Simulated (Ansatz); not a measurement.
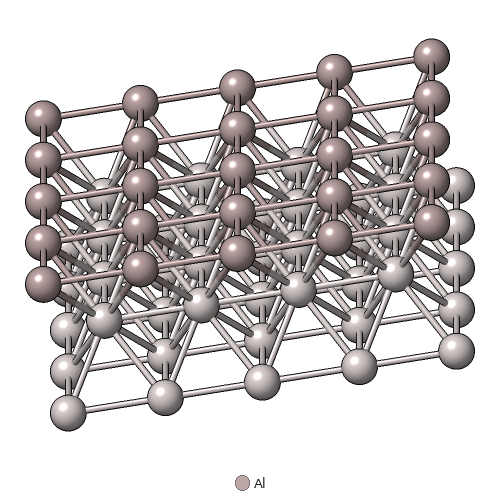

The system is H on an Al(100) slab cut from the Fm-3m phase, its upper half relaxed before the scan (12 atoms of substrate and one adsorbate in a 2 × 2 cell); the picture shows it without the atoms that are moved over the map. 
- H is moved over the surface cell; relaxed at each place: the height of the adsorbate's atoms; substrate rigid; the origin of the map has the adsorbate above Al9.
- Places are given modulo a cell vector. The map is drawn in real space over the plane of the surface.
- The grid has 6 × 6 points; 10 points were computed and 26 follow by symmetry.
- Places are given in fractions of the 1 × 1 surface cell.
- Energies are in meV, from the lowest grid point.
- These are results of DFT PBE, scalar-relativistic, plane waves, PAW (Ansatz 0.2.0), not measurements. Settings: cutoff 420 eV, k-mesh 5×5×1, gaussian smearing 0.1 eV, no spin polarisation.

Range: position of H13 along the first surface vector from 0.000 to 0.833; position of H13 along the second surface vector from 0.000 to 0.833.

What will the energy surface look like?

The lowest grid point is at a bridge site between two Al atoms, (0/6, 3/6) of the cell vectors; the map holds 2 wells of about this depth. No other kind of well shows on this grid. The highest grid point, a fourfold hollow over a second-layer Al atom, (3/6, 3/6) of the cell vectors, lies 429 meV above the lowest. On the interpolated surface the easiest way out of the lowest well to a well of about the same depth near a bridge site between two Al atoms, (3/6, 0/6) of the cell vectors passes a barrier of about 260 meV. At the lowest point the adsorbate has 2 Al at 1.79 Å as nearest neighbours, at the highest 4 Al at 2.15 Å. Its relaxed height above the top atom is 1.08 Å at the lowest and 0.73 Å at the highest point.

```
second ↓, first →  0/6  1/6  2/6  3/6  4/6  5/6
              5/6  299  292  221   85  221  292
              4/6  186  221  276  293  276  221
              3/6    0   85  293  429  293   85
              2/6  186  221  276  293  276  221
              1/6  299  292  221   85  221  292
              0/6  326  299  186    0  186  299
```

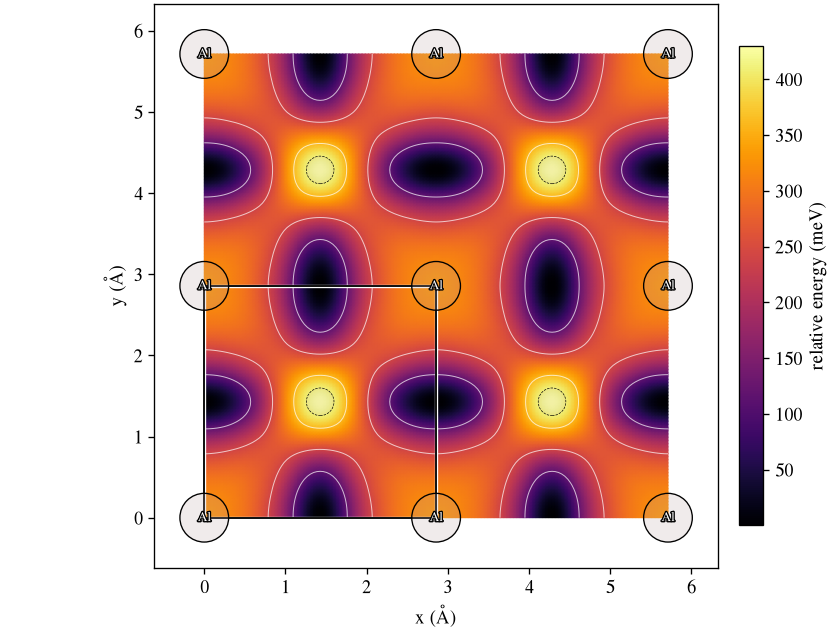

In the figure: a smooth colour map with a few white contour lines, labelled circles for the atoms of the top layer and small ones for the second layer, the outline of one cell of the 2 × 2 shown. Between grid points the surface is interpolated.

The whole map (10 points run) took 8.9 min on 1 thread of Arm Neoverse V2 (shared host).

PAW datasets: the set soft_1.
